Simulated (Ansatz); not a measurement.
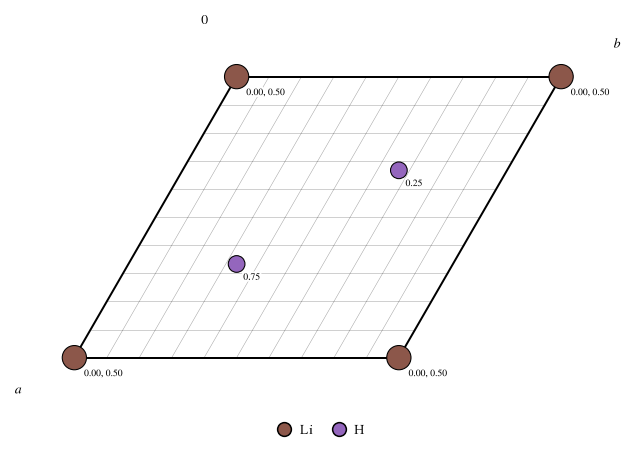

Plan of a unit cell projected along c (a down the page, b across); the numbers are heights as fractions of c, and atoms on the cell's edges are repeated. The grid marks tenths of a and b. Source: coordinates from a relaxation with DFT PBE, scalar-relativistic, plane waves, PAW (Ansatz); the starting structure was generated, so it need not be a known form of this composition. Symmetry computed with spglib at a tolerance of 0.002 Å; standard conventional cell.

a = 2.781 Å, b = 2.781 Å, c = 4.883 Å, α = 90.00°, β = 90.00°, γ = 120.00°.

Q: What does the cell contain?

A: 2 Li, 2 H: LiH, Z = 2.

Q: Which space group?

A: No. 194, P6₃/mmc, primitive hexagonal.

Q: Give the independent sites, coordinates to two places.

A:
```csv
atom,site,symmetry,x,y,z
Li,2a,-3m.,0.00,0.00,0.00
H,2c,-6m2,0.33,0.67,0.25
```
